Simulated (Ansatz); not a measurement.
Geometry relaxation, with input and output: WS₃ (part 2 of 2)

Continued. System: WS₃ (slab, 8 atoms in the cell). Method: DFT PBEsol, scalar-relativistic, plane waves, PAW, no spin polarisation (Ansatz 0.2.0); cutoff 420 eV, 9×9×1 k-mesh, Gaussian smearing of 0.05 eV. The structure derives from a Materials Project entry. The input holds or restrains some coordinates. Forces given for the steps count only the free coordinates. It belongs to a series of runs on one base structure; here: clean slab, lower half held.

Geometry of the input (Å; fractional positions):
```
3.1459  0.0000  0.0000
-1.5729  2.7244  0.0000
0.0000  0.0000  54.6583
S  0.6667  0.3333  0.1555
S  0.3333  0.6667  0.4133
W  0.6667  0.3333  0.4420
S  0.3333  0.6667  0.4707
S  0.6667  0.3333  0.5293
W  0.3333  0.6667  0.5580
S  0.6667  0.3333  0.5867
S  0.3333  0.6667  0.8445
```

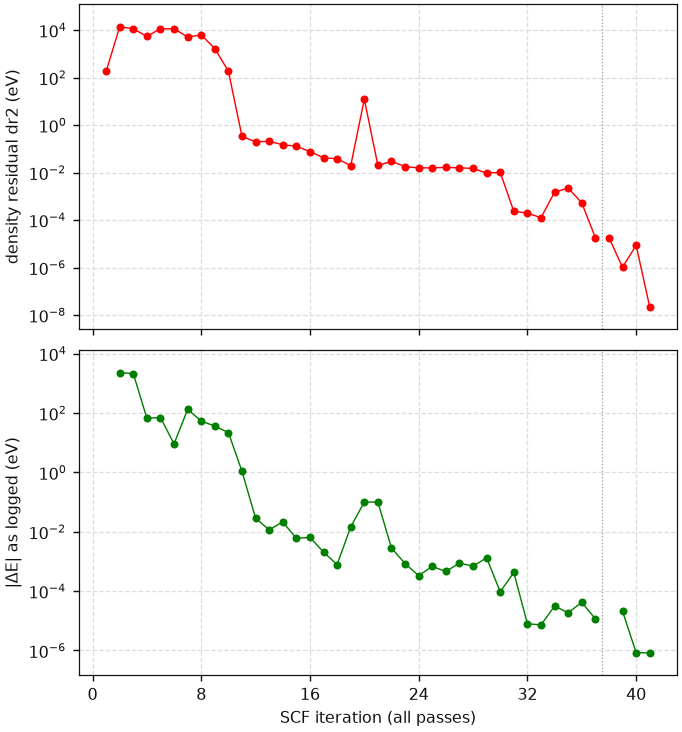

Fig. 1: Convergence of the self-consistent field: density residual dr2 and size of the energy change against the SCF iteration. The dotted lines part the SCF passes of the relaxation: geometry steps, rejected trials and re-solves on a re-selected basis. The passes take 37 and 4 iterations.

```
WARN: The output density's exchange-correlation potential varies sharply where the density is thin. Do not read a vacuum level from v_tot or v_xc, or from such a field of the output density. On a cell that repeats whose density bears no net charge and no dipole along the vacuum's axis use v_es (v_loc + v_h of the components); under efield.dipole_correction with no amplitude use v_es + v_field, which holds any external_charges[].barrier, or the levels of the report's work_function block, which leave it out; under a non-zero efield.amplitude the vacuum is tilted and has no level; on a cell that repeats and bears such a dipole with no correction it is tilted too, and efield.dipole_correction with no amplitude gives each side of its ramp a level where efield: is served; in a cell that repeats whose density bears a net charge (total_charge, or a fill off its count) it is curved and has none; of a slab under crystal.periodic whose density bears no net charge use v_es, which has a level on each side, short of where the two are joined; of another it falls or rises all the way out and has none; of a slab beside external_charges read slab_vacuum_level instead, which it has where they leave it neutral. The grid or the basis barely resolves most such structure, and the values can differ between equally converged runs; as a rule a tighter scf.convergence.dr2_threshold does not remove it. Where the density itself ripples (under the LDA too) a higher basis.ecutwfc lessens it. The files hold the spikes' plane waves up to the density's cutoff. Files: v_tot_of_output_density and the like, and their columns of v_z.tsv (output.write_potential); v_xc_of_output_density and the like, and their columns of v_comp_z.tsv (output.write_potential_components). Measured: with its Gaussian average of σ = 0.25 Å subtracted twice, the exchange-correlation potential is over 0.1 eV at 2 of the grid points where the equally averaged density (valence and model cores) is under 1e-3 e/Å³, and 0.100 eV at the most among them, at an averaged density of 1.8e-8 e/Å³. See output.write_potential in the manual, Limitations
SCF converged after 4 iterations
Free energy (F): -25823.769003 eV
Harris-Foulkes:  -25823.769003 eV  (|F-HF|=3.50e-8)
Internal energy: -25823.752825 eV  (E = F + TS)
E sigma→0 (E₀):  -25823.760914 eV
Entropy (-TS):   -0.016178 eV (-2.022 meV/atom)
Fermi energy:    -1.514141 eV
Dipole field:    D = -0.000126 V/Å  (p = -0.000326 e·Å, saw-weighted, corrected)
Work function:   Φ+ = 7.0241 eV   Φ− = 7.0173 eV
Levels:          The Fermi level and band energies are counted from a zero that moves with the ramp; work functions are not
--- Per-component energies (eV) ---
  E_band       = -1115.889843
  E_kinetic    = 1531.071619
  E_local      = -128974.258745  (includes V_loc(G=0)·N_el)
  E_nonlocal   = 178.938183
  E_hartree    = 63712.708014
  E_xc         = -1100.620983
  E_vxc        = -992.690851  (∫ρ·V_xc dr)
  E_paw        = -20376.701355  (= ΣΔE_a)
  E_vpaw       = -284.373290  (= ΣTr[D̂ρ^β])
  E_aug_tail   = -0.000129  (compensation charges beyond the density's cutoff)
  E_efield     = 0.000000  (sawtooth field / dipole correction)
  E_vefield    = 0.000000  (∫n·V_field dr)
  E_ewald      = 59204.295290
  E_core_change = 0.815280  (= ΣΔE_core)
  E_smearing   = -0.016178  (= −TS)
  E_closure    = 0.000000  (closes the sum)
  Σ components = -25823.769003   (vs F -25823.769003, Δ=0.00e0)
--- Forces (eV/Å), atoms counted from 1 ---
  atom   1  S     -0.00000000    -0.00000000     0.00041514
  atom   2  S      0.00000000     0.00000000     0.00106360
  atom   3  W     -0.00000000    -0.00000000     0.01890446
  atom   4  S      0.00000000     0.00000000    -0.01423885
  atom   5  S     -0.00000000    -0.00000000     0.01424677
  atom   6  W      0.00000000     0.00000000    -0.01887728
  atom   7  S     -0.00000000     0.00000000    -0.00107365
  atom   8  S      0.00000000     0.00000000    -0.00041631
  max |Σ_I F_I| component: 2.39e-5 eV/Å
--- Band table (eV; the first three rows and the last of 12) ---
  k-point 0: bands = ["-75.6525", "-75.6525", "-39.9686", "-39.9686", "-39.7682", "-39.7682", "-39.7682", "-39.7682", "-16.7475", "-16.6663", "-15.0850", "-14.9299", "-13.8472", "-13.8472", "-8.5330", "-8.1148", "-4.6634", "-4.6634", "-4.6592", "-4.6592", "-4.4650", "-3.5148", "-3.3854", "-3.3854", "-3.3688", "-3.3688", "-3.1820", "-3.1820", "-2.1185", "-1.5135", "0.3635", "0.3635", "0.3635", "0.3635", "1.1736", "1.1736", "1.1810", "1.1810", "1.3281", "1.3281"]
  k-point 1: bands = ["-75.6502", "-75.6501", "-39.9603", "-39.9602", "-39.8140", "-39.8140", "-39.7788", "-39.7788", "-16.5345", "-16.4532", "-15.0022", "-14.8558", "-13.6964", "-13.6964", "-8.2846", "-7.8665", "-5.1858", "-5.1753", "-4.8823", "-4.4562", "-4.4483", "-4.3553", "-3.7060", "-3.6867", "-3.2967", "-3.0356", "-3.0356", "-2.9640", "-2.1672", "-1.7507", "-0.4286", "-0.4286", "0.1887", "0.1887", "0.8391", "0.9723", "1.0253", "1.1066", "1.1296", "1.2085"]
  k-point 2: bands = ["-75.6442", "-75.6442", "-39.9391", "-39.9391", "-39.9283", "-39.9283", "-39.8055", "-39.8055", "-15.9519", "-15.8725", "-14.7768", "-14.6556", "-13.2751", "-13.2751", "-7.7061", "-7.3254", "-6.1961", "-6.1342", "-5.6669", "-5.3761", "-4.3461", "-4.3222", "-3.9275", "-3.9089", "-3.5303", "-3.1758", "-2.6299", "-2.6299", "-2.5780", "-2.5006", "-2.0929", "-2.0929", "-0.2096", "-0.2096", "0.3268", "0.7354", "0.8286", "0.9118", "1.2230", "1.4799"]
  k-point 11: bands = ["-75.6299", "-75.6299", "-40.0529", "-40.0528", "-40.0149", "-40.0149", "-39.8881", "-39.8881", "-14.0961", "-14.0961", "-14.0291", "-14.0290", "-11.9059", "-11.9059", "-7.7675", "-7.7093", "-7.2927", "-7.2927", "-6.4545", "-6.3659", "-5.7421", "-5.7421", "-5.1153", "-5.1153", "-4.1921", "-4.1921", "-3.7445", "-3.7445", "-3.7445", "-3.7445", "-1.8547", "-1.7713", "-1.3675", "-1.3675", "0.1273", "0.1274", "1.2135", "1.7294", "2.3115", "2.3115"]
--- Relaxed structure (2 steps of the walk, 2 accepted, 0 SCFs on fresh bases) ---
  F+E_penalty+E_count = -25823.76900251 eV   max|allowed force component| = 1.888e-2 eV/Å
  atoms:
    - { symbol: S, position: [0.6666666666666666, 0.3333333333333333, 0.15551159779999998] }
    - { symbol: S, position: [0.3333333333333333, 0.6666666666666666, 0.4133103685] }
    - { symbol: W, position: [0.6666666666666666, 0.3333333333333333, 0.4419738566] }
    - { symbol: S, position: [0.3333333333333333, 0.6666666666666666, 0.4706586241] }
    - { symbol: S, position: [0.6666666666666666, 0.3333333333333333, 0.5293413759] }
    - { symbol: W, position: [0.3333333333333333, 0.6666666666666666, 0.5580261434] }
    - { symbol: S, position: [0.6666666666666666, 0.3333333333333333, 0.5866896315] }
    - { symbol: S, position: [0.3333333333333333, 0.6666666666666666, 0.8444884021999999] }
```

**Trajectory as extended XYZ (Å, eV, eV/Å), 2 frames, from step=1 to step=2**
```
8
Lattice="3.1459 0.0000 0.0000 -1.5729 2.7244 0.0000 0.0000 0.0000 54.6583" Properties=species:S:1:pos:R:3:forces:R:3 step=1 energy=-25823.76898
S     1.5729    0.9081    8.5000    0.0000   0.0000   0.0004
S     0.0000    1.8163   22.5908    0.0000   0.0000   0.0011
W     1.5729    0.9081   24.1575    0.0000   0.0000   0.0193
S     0.0000    1.8163   25.7254    0.0000   0.0000  -0.0146
S     1.5729    0.9081   28.9329    0.0000   0.0000   0.0146
W     0.0000    1.8163   30.5008    0.0000   0.0000  -0.0193
S     1.5729    0.9081   32.0675    0.0000   0.0000  -0.0011
S     0.0000    1.8163   46.1583    0.0000   0.0000  -0.0004
8
Lattice="3.1459 0.0000 0.0000 -1.5729 2.7244 0.0000 0.0000 0.0000 54.6583" Properties=species:S:1:pos:R:3:forces:R:3 step=2 energy=-25823.76900
S     1.5729    0.9081    8.5000    0.0000   0.0000   0.0004
S     0.0000    1.8163   22.5908    0.0000   0.0000   0.0011
W     1.5729    0.9081   24.1575    0.0000   0.0000   0.0189
S     0.0000    1.8163   25.7254    0.0000   0.0000  -0.0142
S     1.5729    0.9081   28.9329    0.0000   0.0000   0.0142
W     0.0000    1.8163   30.5008    0.0000   0.0000  -0.0189
S     1.5729    0.9081   32.0675    0.0000   0.0000  -0.0011
S     0.0000    1.8163   46.1583    0.0000   0.0000  -0.0004
```

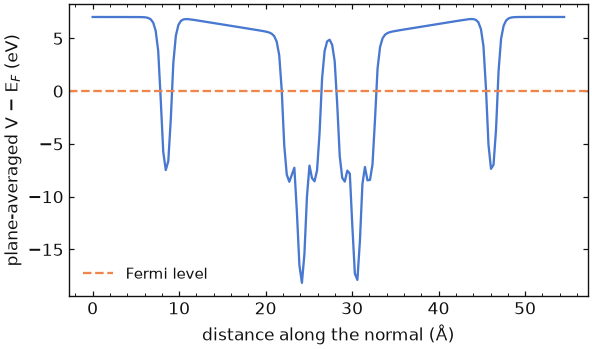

Fig. 2: Plane average of the electrostatic potential energy of an electron across the cell, from the Fermi level. The vacuum level lies 7.02 eV above the Fermi level.

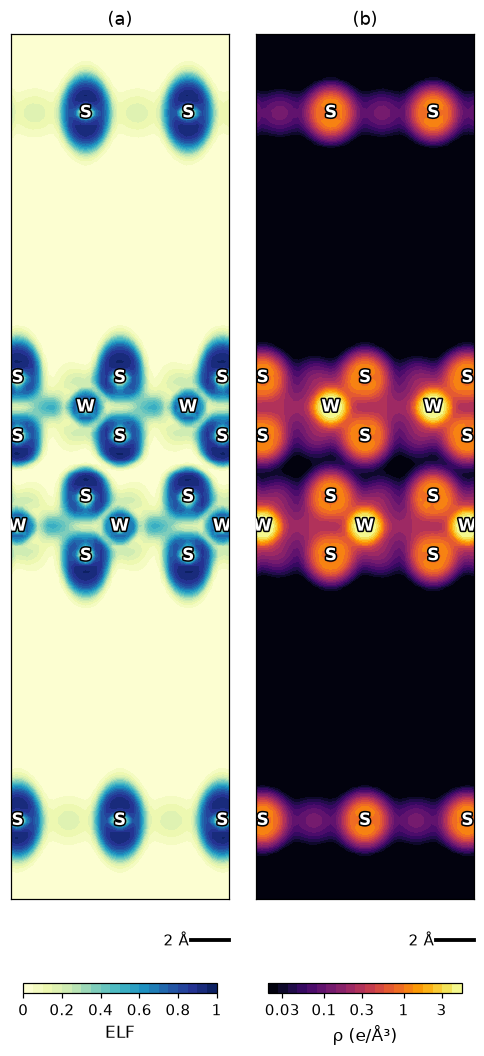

Fig. 3: (a) electron localisation function; (b) valence pseudo-density on the (110) plane of the calculation cell, a cut from vacuum to vacuum. Atoms in the plane: S and W. W–S (2.40 Å): the density is about 0.64 e/Å³ at the midpoint; the ELF is about 0.50 at the midpoint. The density dies away to nearly zero in the vacuum. The strong features right at W lie inside the PAW spheres (semicore, d or f shells) and say nothing about bonding. The fields are those of the smooth PAW valence density.

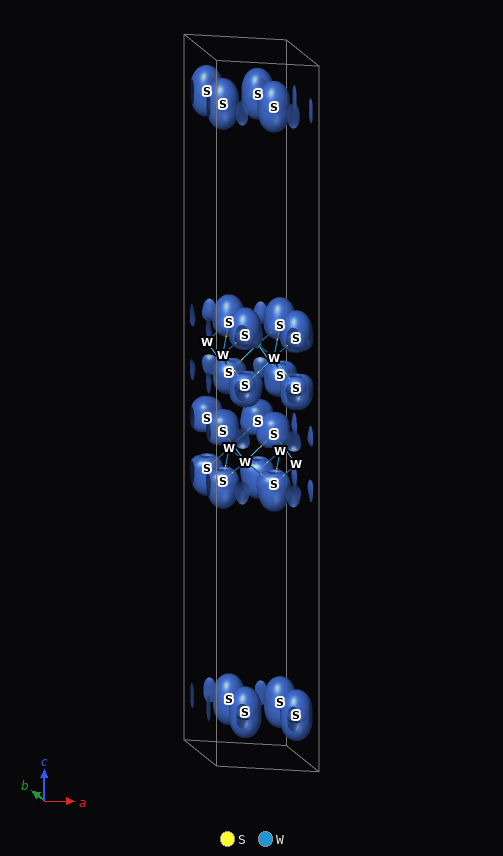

Fig. 4: Isosurface of the electron localisation function at 0.75 (blue), seen slightly off an axis. Only the valence region is drawn (cores and ρ < 0.01 e/Å³ removed). Sticks mark near contacts. Profiles from the grid: W–S (2.40 Å): the ELF is about 0.50 at the midpoint.

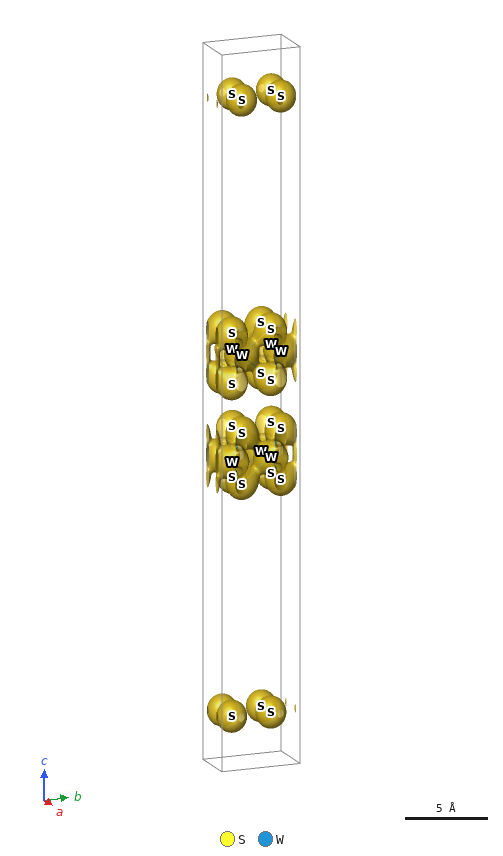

Fig. 5: Isosurface of the valence pseudo-density at 0.5 e/Å³ (yellow), seen slightly off an axis. Sticks mark near contacts. At this value the density is joined into sheets; it holds about 65 % of the electrons treated as valence (semicore included). On the grid the lowest density along these lines, outside the cores, is 0.64 e/Å³ (W–S, 2.40 Å).

**Results in brief**

| quantity | value |
| --- | --- |
| outcome | converged under the restraints of the input |
| electrons treated | 64 |
| free energy | −25823.7690 eV |
| work function, top face | 7.02 eV |
| work function, bottom face | 7.02 eV |
| Fermi energy | −1.514 eV |
| gap on the k-point mesh | none (metallic) |
| final volume | 468.46 Å³ |
| work function (upper face) | 7.02 eV |
| largest force (length of the vector) at the end, held atoms and coordinates included | 0.019 eV/Å |
| hardware | 2 threads of Intel Xeon @ 2.50GHz (Skylake/Cascade Lake), 189 GiB of memory available, shared host |
| wall time | 100 s (CPU time 2.7 min) |
| peak memory | 0.73 GiB |

**Remarks**

Notes on the run: the exchange-correlation potential is rough where the density is thin. Spin–orbit coupling is left out, which matters for W.
